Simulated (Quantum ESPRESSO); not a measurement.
## Run report: SnSe, density-of-states run (part 1 of 2)

The run: density-of-states run of SnSe (Pnma, 8 atoms in the cell). Method and program: Kohn-Sham DFT of a periodic cell, revPBE with D3(BJ), JTH 2.0 PBE, no spin polarisation (Quantum ESPRESSO 7.5).

The structure derives from an entry of the Crystallography Open Database.

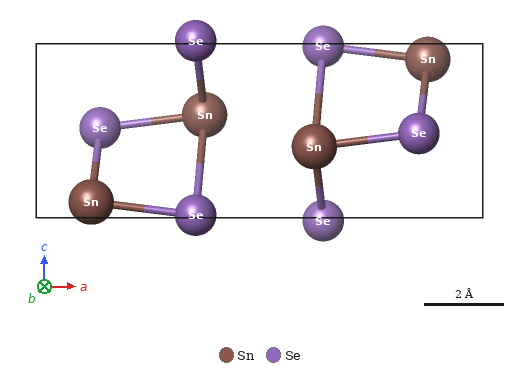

**Figure 1.** The structure (ball-and-stick view of the cell of the calculation, along the b axis).

The input:
```
&CONTROL
  calculation = 'scf'
  prefix = 'pwscf'
  outdir = './tmp'
  pseudo_dir = './pseudo'
  tprnfor = .true.
  tstress = .true.
  disk_io = 'low'
/
&SYSTEM
  space_group = 62
  A = 11.42
  B = 4.19
  C = 4.46
  nat = 2
  ntyp = 2
  ecutwfc = 36
  ecutrho = 216
  nbnd = 52
  input_dft = 'revpbe'
  occupations = 'smearing'
  smearing = 'fd'
  degauss = 0.00183747
  vdw_corr = 'grimme-d3'
  dftd3_version = 4
/
&ELECTRONS
  conv_thr = 1.6d-09
  electron_maxstep = 120
  mixing_beta = 0.5
/
ATOMIC_SPECIES
Sn   118.7100 Sn.GGA_PBE-JTH.UPF
Se    78.9710 Se.GGA_PBE-JTH.UPF
ATOMIC_POSITIONS crystal_sg
Sn     0.8770000000    0.7500000000    0.9090000000
Se     0.6430000000    0.7500000000    0.9840000000
K_POINTS automatic
3 5 5 0 0 0
```

File nscf.in:
```
&CONTROL
  calculation = 'nscf'
  prefix = 'pwscf'
  outdir = './tmp'
  pseudo_dir = './pseudo'
  disk_io = 'low'
/
&SYSTEM
  space_group = 62
  A = 11.42
  B = 4.19
  C = 4.46
  nat = 2
  ntyp = 2
  ecutwfc = 36
  ecutrho = 216
  nbnd = 52
  input_dft = 'revpbe'
  occupations = 'tetrahedra_opt'
  vdw_corr = 'grimme-d3'
  dftd3_version = 4
/
&ELECTRONS
  conv_thr = 1d-08
  electron_maxstep = 120
  mixing_beta = 0.5
/
ATOMIC_SPECIES
Sn   118.7100 Sn.GGA_PBE-JTH.UPF
Se    78.9710 Se.GGA_PBE-JTH.UPF
ATOMIC_POSITIONS crystal_sg
Sn     0.8770000000    0.7500000000    0.9090000000
Se     0.6430000000    0.7500000000    0.9840000000
K_POINTS automatic
5 8 8 0 0 0
```

File dos.in:
```
&DOS
  prefix = 'pwscf'
  outdir = './tmp'
  fildos = 'dos.dat'
  Emin = -7
  Emax = 18
  DeltaE = 0.05
/
```

Command:
```bash
OMP_NUM_THREADS=1 pw.x -in pw.in > pw.out
OMP_NUM_THREADS=1 pw.x -in nscf.in > nscf.out
OMP_NUM_THREADS=1 dos.x -in dos.in > dos.out
```

Log:
```
This program is part of the open-source Quantum ESPRESSO suite
     for quantum simulation of materials; please cite
         "P. Giannozzi et al., J. Phys.:Condens. Matter 21 395502 (2009);
         "P. Giannozzi et al., J. Phys.:Condens. Matter 29 465901 (2017);
         "P. Giannozzi et al., J. Chem. Phys. 152 154105 (2020);
          URL
     in publications or presentations arising from this work. More details at

     file Sn.GGA_PBE-JTH.UPF: wavefunction(s)  0S 5P 0P 4D 0D renormalized
     file Se.GGA_PBE-JTH.UPF: wavefunction(s)  0S 4P 0P renormalized

     IMPORTANT: XC functional enforced from input :
     Exchange-correlation= REVPBE
                           (   1   4   4   4   0   0   0)
     Any further DFT definition will be discarded
     Please, verify this is what you really want

     G-vector sticks info
     --------------------
     sticks:   dense  smooth     PW     G-vecs:    dense   smooth      PW
     Sum        2941    1961    565                77215    42021    6481

     Using Slab Decomposition

     bravais-lattice index     =            8
     lattice parameter (alat)  =      21.5807  a.u.
     unit-cell volume          =    1440.1628 (a.u.)^3
     number of atoms/cell      =            8
     number of atomic types    =            2
     number of electrons       =        80.00
     number of Kohn-Sham states=           52
     kinetic-energy cutoff     =      36.0000  Ry
     charge density cutoff     =     216.0000  Ry
     scf convergence threshold =      1.6E-09
     mixing beta               =       0.5000
     number of iterations used =            8  plain     mixing
     Exchange-correlation= REVPBE
                           (   1   4   4   4   0   0   0)

     celldm(1)=  21.580672  celldm(2)=   0.366900  celldm(3)=   0.390543
     celldm(4)=   0.000000  celldm(5)=   0.000000  celldm(6)=   0.000000

     crystal axes: (cart. coord. in units of alat)
               a(1) = (   1.000000   0.000000   0.000000 )
               a(2) = (   0.000000   0.366900   0.000000 )
               a(3) = (   0.000000   0.000000   0.390543 )

     reciprocal axes: (cart. coord. in units 2 pi/alat)
               b(1) = (  1.000000  0.000000  0.000000 )
               b(2) = (  0.000000  2.725537  0.000000 )
               b(3) = (  0.000000  0.000000  2.560538 )

     PseudoPot. # 1 for Sn read from file:
     Sn.GGA_PBE-JTH.UPF
     Pseudo is Projector augmented-wave + core cor, Zval = 14.0
     Generated using ATOMPAW code
     Shape of augmentation charge: BESSEL
     Using radial grid of 1090 points,  6 beta functions with:
                l(1) =   0
                l(2) =   0
                l(3) =   1
                l(4) =   1
                l(5) =   2
                l(6) =   2
     Q(r) pseudized with 0 coefficients

     PseudoPot. # 2 for Se read from file:
     Se.GGA_PBE-JTH.UPF
     Pseudo is Projector augmented-wave + core cor, Zval =  6.0
     Generated using ATOMPAW code
     Shape of augmentation charge: BESSEL
     Using radial grid of 1059 points,  4 beta functions with:
                l(1) =   0
                l(2) =   0
                l(3) =   1
                l(4) =   1
     Q(r) pseudized with 0 coefficients

     atomic species   valence    mass     pseudopotential
     Sn               14.00   118.71000     Sn( 1.00)
     Se                6.00    78.97100     Se( 1.00)

      8 Sym. Ops., with inversion, found ( 6 have fractional translation)

   Cartesian axes

     site n.     atom                  positions (alat units)
         1        Sn     tau(   1) = (   0.1230000   0.0917250   0.0355394  )
         2        Sn     tau(   2) = (   0.3770000   0.2751751   0.2308109  )
         3        Sn     tau(   3) = (   0.8770000   0.2751751   0.3550035  )
         4        Sn     tau(   4) = (   0.6230000   0.0917250   0.1597320  )
         5        Se     tau(   5) = (   0.3570000   0.0917250   0.0062487  )
         6        Se     tau(   6) = (   0.1430000   0.2751751   0.2015201  )
         7        Se     tau(   7) = (   0.6430000   0.2751751   0.3842942  )
         8        Se     tau(   8) = (   0.8570000   0.0917250   0.1890228  )

     --------------------------------------------
     DFT-D3 Dispersion Correction (3-body terms):
     --------------------------------------------
       Reference C6 values for interpolation:

         atom   Coordination number   C6
         Se         0.000           427.35
         Se         0.990           427.57
         Se         1.981           421.05
         Sn         0.000          1255.14
         Sn         0.951          1084.09
         Sn         1.950          1010.83
         Sn         2.926           818.29
         Sn         3.912           672.20

       Values used:

         atom   Coordination number  R0_AB[au]  C6      C8
         Sn         4.268            3.957    672.37  84390.16
         Sn         4.268            3.957    672.37  84390.16
         Sn         4.268            3.957    672.37  84390.16
         Sn         4.268            3.957    672.37  84390.16
         Se         3.601            3.332    421.05  29958.36
         Se         3.601            3.332    421.05  29958.36
         Se         3.601            3.332    421.05  29958.36
         Se         3.601            3.332    421.05  29958.36

         Molecular C6 ( Ry / a.u.^6 ) =     34500.99

     number of k points=    18  Fermi-Dirac smearing, width (Ry)=  0.0018
                       cart. coord. in units 2pi/alat
        k(    1) = (   0.0000000   0.0000000   0.0000000), wk =   0.0266667
        k(    2) = (   0.0000000   0.0000000   0.5121076), wk =   0.0533333
        k(    3) = (   0.0000000   0.0000000   1.0242152), wk =   0.0533333
        k(    4) = (   0.0000000   0.5451074   0.0000000), wk =   0.0533333
        k(    5) = (   0.0000000   0.5451074   0.5121076), wk =   0.1066667
        k(    6) = (   0.0000000   0.5451074   1.0242152), wk =   0.1066667
        k(    7) = (   0.0000000   1.0902148   0.0000000), wk =   0.0533333
        k(    8) = (   0.0000000   1.0902148   0.5121076), wk =   0.1066667
        k(    9) = (   0.0000000   1.0902148   1.0242152), wk =   0.1066667
        k(   10) = (   0.3333333   0.0000000   0.0000000), wk =   0.0533333
        k(   11) = (   0.3333333   0.0000000   0.5121076), wk =   0.1066667
        k(   12) = (   0.3333333   0.0000000   1.0242152), wk =   0.1066667
        k(   13) = (   0.3333333   0.5451074   0.0000000), wk =   0.1066667
        k(   14) = (   0.3333333   0.5451074   0.5121076), wk =   0.2133333
        k(   15) = (   0.3333333   0.5451074   1.0242152), wk =   0.2133333
        k(   16) = (   0.3333333   1.0902148   0.0000000), wk =   0.1066667
        k(   17) = (   0.3333333   1.0902148   0.5121076), wk =   0.2133333
        k(   18) = (   0.3333333   1.0902148   1.0242152), wk =   0.2133333

     Dense  grid:    77215 G-vectors     FFT dimensions: ( 108,  40,  40)

     Smooth grid:    42021 G-vectors     FFT dimensions: (  90,  32,  36)

     Check: negative core charge=   -0.000008

     Initial potential from superposition of free atoms

     starting charge      79.9942, renormalised to      80.0000

     negative rho (up, down):  8.828E-04 0.000E+00
     Starting wfcs are  104 randomized atomic wfcs

     Self-consistent Calculation

     iteration #  1     ecut=    36.00 Ry     beta= 0.50
     Davidson diagonalization with overlap
     ethr =  1.00E-02,  avg # of iterations =  2.7

     Threshold (ethr) on eigenvalues was too large:
     Diagonalizing with lowered threshold

     Davidson diagonalization with overlap
     ethr =  2.72E-04,  avg # of iterations =  5.4

     negative rho (up, down):  1.699E-03 0.000E+00

     total energy              =   -2529.16055052 Ry
     estimated scf accuracy    <       0.20732739 Ry

     iteration #  2     ecut=    36.00 Ry     beta= 0.50
     Davidson diagonalization with overlap
     ethr =  2.59E-04,  avg # of iterations =  2.1

     negative rho (up, down):  1.698E-03 0.000E+00

     total energy              =   -2529.21050638 Ry
     estimated scf accuracy    <       0.02687975 Ry

     iteration #  3     ecut=    36.00 Ry     beta= 0.50
     Davidson diagonalization with overlap
     ethr =  3.36E-05,  avg # of iterations =  2.3

     negative rho (up, down):  2.130E-03 0.000E+00

     total energy              =   -2529.21583738 Ry
     estimated scf accuracy    <       0.00330563 Ry

     iteration #  4     ecut=    36.00 Ry     beta= 0.50
     Davidson diagonalization with overlap
     ethr =  4.13E-06,  avg # of iterations =  6.3

     negative rho (up, down):  2.299E-03 0.000E+00

     total energy              =   -2529.21623390 Ry
     estimated scf accuracy    <       0.00032772 Ry

     iteration #  5     ecut=    36.00 Ry     beta= 0.50
     Davidson diagonalization with overlap
     ethr =  4.10E-07,  avg # of iterations =  2.1

     negative rho (up, down):  2.373E-03 0.000E+00

     total energy              =   -2529.21629624 Ry
     estimated scf accuracy    <       0.00002601 Ry

     iteration #  6     ecut=    36.00 Ry     beta= 0.50
     Davidson diagonalization with overlap
     ethr =  3.25E-08,  avg # of iterations =  3.7

     negative rho (up, down):  2.406E-03 0.000E+00

     total energy              =   -2529.21630659 Ry
     estimated scf accuracy    <       0.00000448 Ry

     iteration #  7     ecut=    36.00 Ry     beta= 0.50
     Davidson diagonalization with overlap
     ethr =  5.61E-09,  avg # of iterations =  2.0

     negative rho (up, down):  2.416E-03 0.000E+00

     total energy              =   -2529.21630801 Ry
     estimated scf accuracy    <       0.00000036 Ry

     iteration #  8     ecut=    36.00 Ry     beta= 0.50
     Davidson diagonalization with overlap
     ethr =  4.55E-10,  avg # of iterations =  3.8

     negative rho (up, down):  2.420E-03 0.000E+00

     total energy              =   -2529.21630818 Ry
     estimated scf accuracy    <       0.00000001 Ry

     iteration #  9     ecut=    36.00 Ry     beta= 0.50
     Davidson diagonalization with overlap
     ethr =  1.48E-11,  avg # of iterations =  4.9

     negative rho (up, down):  2.420E-03 0.000E+00

     End of self-consistent calculation

          k = 0.0000 0.0000 0.0000 (  5223 PWs)   bands (ev):

   -13.6057 -13.5997 -13.5947 -13.5939 -13.5929 -13.5876 -13.5872 -13.5819
   -13.5765 -13.5735 -13.5696 -13.5593 -13.5558 -13.5498 -13.5402 -13.5376
   -13.5284 -13.5267 -13.5225 -13.5117  -6.0183  -5.6900  -4.9294  -4.4592
     0.5896   1.6450   2.4280   2.7026   2.8085   4.3211   4.3937   4.4422
     4.8780   4.9461   5.5542   5.9584   6.2323   6.6095   7.0171   7.2330
     8.6141  10.7899  10.8727  10.8963  11.1582  11.1971  12.1460  12.3530
    12.4476  12.4579  13.1005  13.7331

          k = 0.0000 0.0000 0.5121 (  5276 PWs)   bands (ev):

   -13.6041 -13.5978 -13.5948 -13.5944 -13.5929 -13.5904 -13.5882 -13.5839
   -13.5726 -13.5698 -13.5683 -13.5601 -13.5562 -13.5511 -13.5400 -13.5364
   -13.5300 -13.5281 -13.5214 -13.5126  -5.8532  -5.5373  -4.9206  -4.5087
     0.1070   1.2983   1.4605   2.2100   2.9816   4.5917   4.6498   5.1133
     5.1566   5.6819   5.7101   6.3114   6.3714   6.6781   7.2025   7.2543
     8.7857   9.6428  10.2404  10.3793  10.8748  11.2379  11.4078  11.4828
    12.3769  12.5257  12.7413  12.8712

          k = 0.0000 0.0000 1.0242 (  5286 PWs)   bands (ev):

   -13.5997 -13.5963 -13.5959 -13.5948 -13.5940 -13.5919 -13.5889 -13.5875
   -13.5651 -13.5638 -13.5625 -13.5621 -13.5581 -13.5551 -13.5379 -13.5338
   -13.5336 -13.5307 -13.5185 -13.5152  -5.4396  -5.1488  -5.0448  -4.7336
    -0.2957   0.2114   0.9797   1.3568   3.6738   4.5727   5.3085   5.7078
     5.8426   6.1257   6.1307   6.2475   6.6674   7.1155   7.5872   7.7144
     8.7894   8.9482   9.3048   9.5990   9.7624   9.8687  10.3857  10.6897
    11.1396  11.2724  13.4426  13.6361

          k = 0.0000 0.5451 0.0000 (  5235 PWs)   bands (ev):

   -13.5988 -13.5959 -13.5956 -13.5925 -13.5925 -13.5903 -13.5889 -13.5855
   -13.5759 -13.5700 -13.5662 -13.5650 -13.5513 -13.5510 -13.5388 -13.5363
   -13.5312 -13.5260 -13.5222 -13.5145  -5.8113  -5.5148  -4.8538  -4.4841
     0.3114   1.1502   1.7967   2.0321   2.9972   4.3723   4.7255   4.8220
     4.9059   5.1688   5.8631   6.0723   6.2774   7.0220   7.0393   7.2410
     8.9007   9.3403  10.4036  10.6122  10.7217  11.1349  11.1831  11.7170
    12.3810  12.6337  12.6408  12.7468

          k = 0.0000 0.5451 0.5121 (  5244 PWs)   bands (ev):
```
